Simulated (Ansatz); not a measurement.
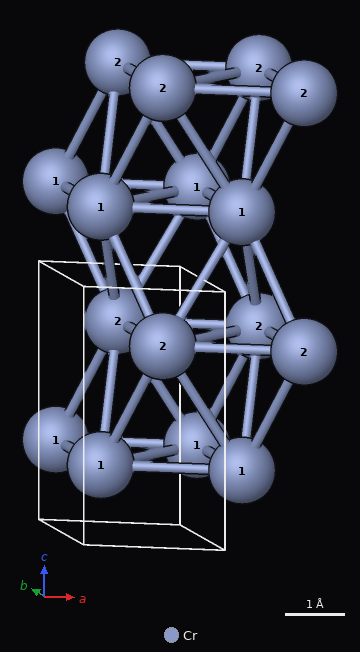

Reference structure: crystalline Cr (set up in P6_3/mmc). The picture is a ball-and-stick view of the cell of the calculation, repeated 2 × 2 × 2 with one cell outlined, seen slightly off an axis.

Method: DFT r2SCAN, scalar-relativistic, plane waves, PAW (Ansatz). (plane-wave cutoff 500 eV; k-point mesh 18 × 18 × 10; occupations gaussian; smearing width 0.1 eV; no spin polarisation)

The variant: The volume is changed by −3.0 %. The cell's shape and the atoms are relaxed at that volume.

The input:
```yaml
crystal:
  lattice:
    - [2.4310812759, 0.0, 0.0]
    - [-1.215540638, 2.1053781436, 0.0]
    - [0.0, 0.0, 4.4277941832]
  atoms:
    - { symbol: Cr, position: [0.3333333333, 0.6666666667, 0.25] }
    - { symbol: Cr, position: [0.6666666667, 0.3333333333, 0.75] }
basis:
  ecutwfc: 500
kpoints:
  mp_grid: { grid: [18, 18, 10] }
hamiltonian:
  xc: r2scan
scf:
  occupations: { method: gaussian, width: 0.1 }
output:
  forces: true
  stress: true
  eigenvalues: true
relax:
  adjacent_minimum: "off"
  f_tol: 0.01
  max_steps: 30
  cell: { stress_tol: 0.1, fix: [volume] }
```

Run as
```bash
ansatz run input.yaml --threads 1 --pin off --max-ram 2560MiB --backend cpu --events-out ev --progress --plain --runs-dir out
```

Predict the response.

Answer. Cell: a = b 2.456 → 2.433 Å (−0.9 %), c 4.473 → 4.419 Å (−1.2 %). Volume −3.0 %. The atoms keep their places relative to the cell (all moves are under 0.005 Å). Near-neighbour distances before and after: Cr–Cr 2.648 → 2.618 Å, Cr–Cr 2.456 → 2.433 Å. The space group stays P6_3/mmc (No. 194). Energy change: +8.6 meV per atom. The pressure goes from 0.0 to 8.2 GPa. It is metallic before and after.

Limits of the set-up: an element that often carries a moment was run without spin polarisation.
